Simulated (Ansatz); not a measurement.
## Single-point calculation of Hf₈Si₈O₃₁ (charge +2) (part 3 of 3)

Continued. System: Hf₈Si₈O₃₁ (defect cell, 47 atoms in the cell, total charge +2). Method: DFT PBE, scalar-relativistic, plane waves, PAW, spin-polarised (Ansatz 0.2.0); cutoff 420 eV, 2×2×1 k-mesh, Gaussian smearing of 0.05 eV, collinear spins. The structure derives from an entry of the Crystallography Open Database.

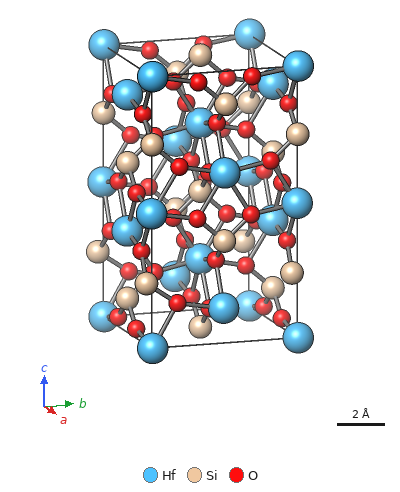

*The input geometry (ball-and-stick view of the cell of the calculation, seen slightly off an axis). An atom can appear more than once, as a periodic image.*

Output, continued:
```
  k-point 2 ↑: bands = ["-51.0566", "-50.6635", "-50.3170", "-50.2921", "-50.2239", "-50.2035", "-50.0986", "-50.0713", "-19.9304", "-19.7414", "-19.6976", "-19.5225", "-19.3851", "-19.3671", "-19.1530", "-19.1076", "-19.0933", "-19.0715", "-19.0591", "-19.0054", "-19.0027", "-18.9679", "-18.9513", "-18.9453", "-18.9438", "-18.9429", "-18.8991", "-18.8952", "-18.7876", "-18.7844", "-18.7799", "-18.7739", "-8.8722", "-8.8198", "-8.5014", "-8.3535", "-8.3302", "-8.2844", "-8.2331", "-8.2151",
      "-7.7477", "-7.6864", "-7.4943", "-7.4150", "-7.2943", "-7.2797", "-7.2451", "-7.1848", "-7.1334", "-7.1252", "-7.0623", "-7.0231", "-6.9932", "-6.9043", "-6.8836", "-6.7970", "-6.7879", "-6.7799", "-6.6906", "-6.6536", "-6.6098", "-6.5903", "-6.4907", "-1.0159", "-1.0061", "-0.9961", "-0.9524", "-0.9496", "-0.9021", "-0.8953", "-0.5943", "-0.5847", "-0.5784", "-0.5446", "-0.5424", "-0.5174", "-0.5052", "-0.2271", "-0.2096", "-0.2065",
      "-0.2037", "-0.2028", "-0.1979", "-0.1950", "-0.1926", "-0.1856", "-0.1793", "-0.1772", "-0.1761", "-0.1744", "-0.1664", "-0.1308", "-0.1210", "-0.1167", "-0.1135", "-0.1079", "-0.1055", "-0.1038", "-0.1014", "-0.0975", "-0.0946", "-0.0896", "-0.0833", "-0.0818", "-0.0754", "-0.0043", "0.0001", "0.0114", "0.0122", "0.0139", "0.0204", "0.0231", "0.0248", "0.0356", "0.0395", "0.0473", "0.0502", "0.0559", "0.0592", "2.9455",
      "2.9500", "3.1054", "3.1263", "3.3526", "3.9198", "3.9342", "4.0480", "4.6419", "4.6721", "4.8009", "4.8102", "4.8378", "4.8650", "4.8849", "4.9322", "5.0851", "5.0988", "5.2114", "5.2210", "5.4461", "5.5559", "5.5728", "5.6041", "5.6630", "5.7989", "5.8011", "5.8574", "5.8976", "5.9186", "6.2042", "6.3128", "6.5031", "6.5209", "6.5423", "6.6145", "6.6629", "6.6980", "6.7003", "6.8864", "6.9164",
      "6.9821", "7.1240", "7.1953", "7.2157", "7.2744", "7.2771", "7.3244", "7.3846", "7.3945", "7.5170", "7.5647", "7.5787", "7.6601", "7.6776", "7.7666", "7.7882", "7.9410", "7.9560", "8.0181", "8.0376", "8.1512", "8.1541", "8.2188", "8.3027", "8.3891", "8.3996", "8.5446", "8.6147", "8.6219", "8.6790", "8.7879", "8.8346", "8.8503", "8.8569", "8.9114", "8.9156", "8.9809", "8.9859", "9.0038", "9.0044",
      "9.1076", "9.2120", "9.2366", "9.2429", "9.2621", "9.2911", "9.3221", "9.4426", "9.6477", "9.6800", "9.7626", "9.7774", "9.8411", "14.2596", "14.6216", "15.2501", "15.5200", "15.8143", "15.8742", "15.9251", "16.0309", "16.0604", "16.0615", "16.1124", "16.1505", "16.2553", "16.5162", "16.6484", "16.7084", "16.7316", "16.7897", "16.8592", "16.9154", "16.9366", "17.0923", "17.1510", "17.3281", "17.3591", "17.4666", "17.4846",
      "17.6594", "17.6899", "17.8140", "17.8349", "18.0111", "18.0915", "18.1301", "18.1792", "18.2944", "18.4180", "18.5456", "18.6253", "18.7118", "19.1439", "19.1906", "19.3230", "19.3895", "19.6253", "19.6937", "19.7717"]
  k-point 3 ↓: bands = ["-51.0419", "-50.6564", "-50.3168", "-50.2923", "-50.2237", "-50.2030", "-50.0987", "-50.0712", "-19.8805", "-19.7366", "-19.6888", "-19.4965", "-19.3837", "-19.3637", "-19.1227", "-19.1053", "-19.1036", "-19.0969", "-19.0259", "-18.9910", "-18.9862", "-18.9849", "-18.9735", "-18.9582", "-18.9499", "-18.9343", "-18.8819", "-18.8747", "-18.8304", "-18.8015", "-18.7731", "-18.7714", "-8.6498", "-8.5153", "-8.4246", "-8.3772", "-8.3213", "-8.1479", "-8.1237", "-8.0917",
      "-7.6198", "-7.5603", "-7.5563", "-7.5230", "-7.2933", "-7.2701", "-7.1882", "-7.1302", "-7.0795", "-7.0595", "-7.0519", "-7.0284", "-7.0162", "-6.9978", "-6.9175", "-6.8689", "-6.8522", "-6.8333", "-6.8229", "-6.8128", "-6.8105", "-6.7794", "-6.7316", "-1.0057", "-0.9989", "-0.9906", "-0.9506", "-0.9477", "-0.8984", "-0.8917", "-0.5945", "-0.5773", "-0.5753", "-0.5529", "-0.5415", "-0.5158", "-0.5079", "-0.2267", "-0.2180", "-0.2117",
      "-0.2055", "-0.2001", "-0.1990", "-0.1966", "-0.1934", "-0.1865", "-0.1860", "-0.1782", "-0.1735", "-0.1711", "-0.1690", "-0.1306", "-0.1268", "-0.1186", "-0.1123", "-0.1069", "-0.1055", "-0.1049", "-0.1036", "-0.1015", "-0.1008", "-0.0865", "-0.0833", "-0.0833", "-0.0815", "-0.0036", "-0.0013", "0.0046", "0.0117", "0.0159", "0.0194", "0.0206", "0.0264", "0.0287", "0.0413", "0.0481", "0.0504", "0.0526", "0.0564", "3.1560",
      "3.8022", "3.8699", "3.9094", "4.0364", "4.0671", "4.0793", "4.1072", "4.8914", "4.9628", "4.9925", "4.9970", "5.0175", "5.0576", "5.0888", "5.1285", "5.1537", "5.1900", "5.1969", "5.3618", "5.4301", "5.5217", "5.5462", "5.5998", "5.6560", "5.6681", "5.6740", "5.6804", "5.7362", "5.7967", "5.8127", "6.1281", "6.1697", "6.2107", "6.2329", "6.2405", "6.5758", "6.6491", "6.6683", "6.6870", "6.8919",
      "7.0042", "7.0981", "7.1291", "7.2046", "7.2285", "7.2329", "7.2708", "7.3624", "7.4321", "7.4849", "7.5105", "7.5286", "7.5565", "7.5829", "7.7581", "7.8542", "7.8949", "7.9226", "8.0402", "8.0843", "8.1629", "8.1646", "8.2180", "8.3006", "8.3451", "8.4070", "8.4867", "8.6592", "8.6961", "8.7140", "8.7197", "8.7439", "8.8149", "8.8237", "8.8636", "8.8936", "8.9782", "8.9808", "9.0151", "9.0372",
      "9.0804", "9.0885", "9.0978", "9.1318", "9.2125", "9.3332", "9.3389", "9.4452", "9.4817", "9.5368", "9.5491", "9.5830", "10.8050", "14.6455", "14.8058", "15.0435", "15.1351", "15.4901", "15.5621", "15.5907", "15.6654", "15.7058", "15.7527", "15.9095", "16.4090", "16.5002", "16.5392", "16.6067", "16.6596", "16.7010", "16.7211", "16.7509", "16.8801", "16.8989", "17.1005", "17.2142", "17.2957", "17.3173", "17.6442", "17.6648",
      "17.9290", "18.0372", "18.2296", "18.2446", "18.2971", "18.3584", "18.4085", "18.5307", "19.0730", "19.0766", "19.0922", "19.1420", "19.1497", "19.2159", "19.2740", "19.4509", "19.4566", "19.5021", "19.5693", "19.6297"]
--- Löwdin populations: 47 sites ---
  site symbol       q [e]    m [muB]
     0     Hf     24.4682     0.0812
     1     Hf     24.4391     0.0014
     2     Hf     24.4272     0.0003
     3     Hf     24.4305     0.0013
     4     Hf     24.5011     0.0445
     5     Hf     24.4238     0.0037
     6     Hf     24.4432    -0.0006
     7     Hf     24.4316    -0.0004
     8     Si      2.3228    -0.0007
     9     Si      2.3112    -0.0003
    10     Si      2.3044     0.0001
    11     Si      2.2992     0.0011
    12     Si      2.7067     0.3394
    13     Si      2.3096    -0.0004
    14     Si      2.3083     0.0001
    15     Si      2.3073    -0.0005
    16      O      6.6910     0.0069
    17      O      6.6840     0.0004
    18      O      6.6936     0.0059
    19      O      6.6953     0.0099
    20      O      6.6848     0.0150
    21      O      6.6845     0.0014
    22      O      6.6864     0.0043
    23      O      6.6257     0.0599
    24      O      6.6873     0.0022
    25      O      6.6883     0.0024
    26      O      6.6897     0.0026
    27      O      6.6953     0.0100
    28      O      6.6844     0.0014
    29      O      6.6849     0.0150
    30      O      6.6864     0.0043
    31      O      6.6998     0.0035
    32      O      6.6949     0.0044
    33      O      6.6785     0.0043
    34      O      6.6896     0.0146
    35      O      6.6455     0.0680
    36      O      6.6985     0.0005
    37      O      6.6817     0.0029
    38      O      6.6824     0.0041
    39      O      6.6956     0.0130
    40      O      6.7049    -0.0002
    41      O      6.6769     0.0053
    42      O      6.6757     0.0006
    43      O      6.6985     0.0005
    44      O      6.6455     0.0680
    45      O      6.6823     0.0040
    46      O      6.6818     0.0029
  spilling = 0.005595 (of n_electrons = 424.000000)
--- Bader charges: 47 sites ---
  site symbol  charge [e]  shift [e]    m [muB]
     0     Hf      2.6729     0.0042     0.0517
     1     Hf      2.7432     0.0045     0.0005
     2     Hf      2.7540     0.0046     0.0004
     3     Hf      2.7512     0.0046     0.0011
     4     Hf      2.6840     0.0047     0.0273
     5     Hf      2.7560     0.0045     0.0006
     6     Hf      2.7479     0.0047    -0.0001
     7     Hf      2.7502     0.0045     0.0000
     8     Si      3.2611     0.0113     0.0001
     9     Si      3.2621     0.0110    -0.0002
    10     Si      3.2595     0.0113     0.0003
    11     Si      3.2581     0.0111     0.0007
    12     Si      2.3767     0.0090     0.3873
    13     Si      3.2613     0.0113    -0.0001
    14     Si      3.2609     0.0113     0.0001
    15     Si      3.2600     0.0113    -0.0001
    16      O     -1.4575     0.0017     0.0070
    17      O     -1.4465     0.0017     0.0001
    18      O     -1.4609     0.0017     0.0057
    19      O     -1.4687     0.0017     0.0135
    20      O     -1.4652     0.0015     0.0186
    21      O     -1.4487     0.0017     0.0018
    22      O     -1.4535     0.0018     0.0041
    23      O     -1.4261     0.0016     0.0692
    24      O     -1.4499     0.0017     0.0020
    25      O     -1.4547     0.0017     0.0023
    26      O     -1.4579     0.0017     0.0024
    27      O     -1.4686     0.0017     0.0135
    28      O     -1.4487     0.0017     0.0018
    29      O     -1.4652     0.0015     0.0186
    30      O     -1.4535     0.0018     0.0041
    31      O     -1.4729     0.0017     0.0032
    32      O     -1.4683     0.0016     0.0038
    33      O     -1.4419     0.0017     0.0040
    34      O     -1.4713     0.0013     0.0246
    35      O     -1.4066     0.0019     0.0662
    36      O     -1.4681     0.0016     0.0017
    37      O     -1.4483     0.0016     0.0021
    38      O     -1.4480     0.0017     0.0039
    39      O     -1.4652     0.0014     0.0139
    40      O     -1.4840     0.0016     0.0006
    41      O     -1.4492     0.0015     0.0034
    42      O     -1.4386     0.0017     0.0006
    43      O     -1.4681     0.0016     0.0017
    44      O     -1.4067     0.0019     0.0662
    45      O     -1.4479     0.0017     0.0039
    46      O     -1.4483     0.0016     0.0021
  estimated error of the sums over rays = 5.4e-4 e
```

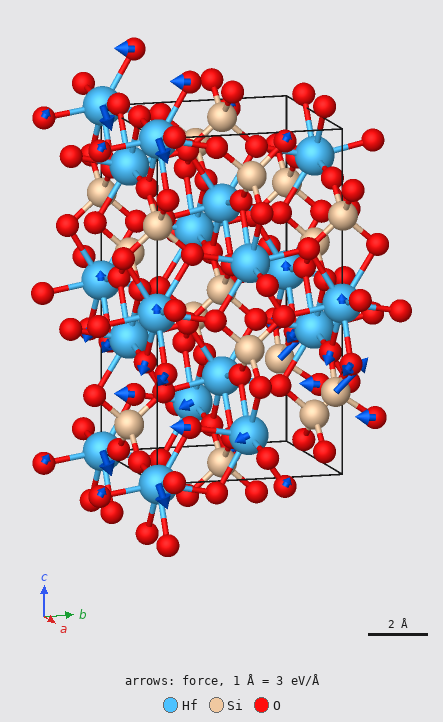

*Forces on the atoms as blue arrows (ball-and-stick view of the cell of the calculation, seen slightly off an axis; bonded neighbours outside the cell are drawn too); the smallest are left out.*

The largest act on Si13 (4.87 eV/Å); Hf5 (2.83 eV/Å); O24 (2.17 eV/Å); Hf1 (1.67 eV/Å), among others. Atoms are counted from 1 in the order of the input and aren't labelled in the picture. 

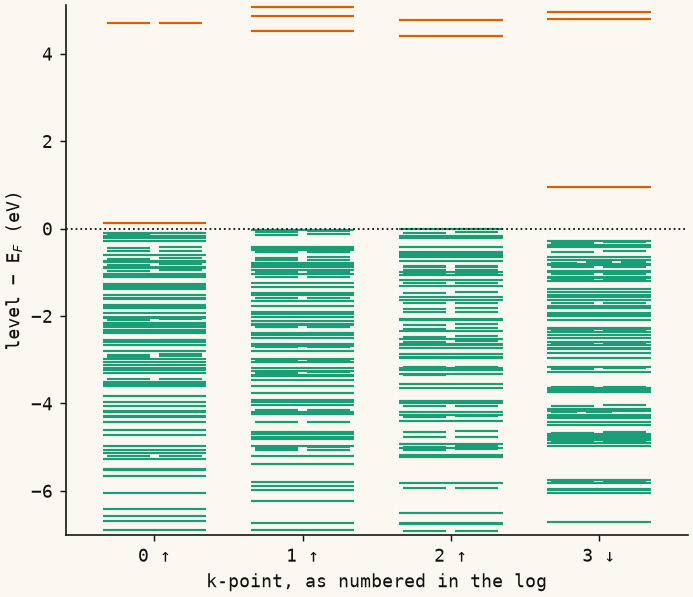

*Kohn–Sham levels near the Fermi level (dotted) at the few k-points that the log prints; levels within 0.02 eV of each other stand side by side.*

The system is metallic on the full mesh.

Results in brief:

| quantity | value |
| --- | --- |
| outcome | converged |
| electrons treated | 424 |
| free energy | −148537.0992 eV |
| Fermi energy | 9.858 eV |
| gap on the k-point mesh | none (metallic) |
| net moment of the cell | 0.84 μB |
| integrated absolute moment | 0.89 μB |
| largest force (length of the vector) | 4.868 eV/Å |
| wall time | 3.2 min (CPU time 13 min) |
| peak memory | 2.8 GiB |

Notes:

The cell is charged and computed with a neutralising background, so its energy and pressure depend on the cell and aren't those of a real crystal. Spin–orbit coupling is left out, which matters for Hf. The k-point mesh is coarse for a cell of this size, so the results may not be converged.
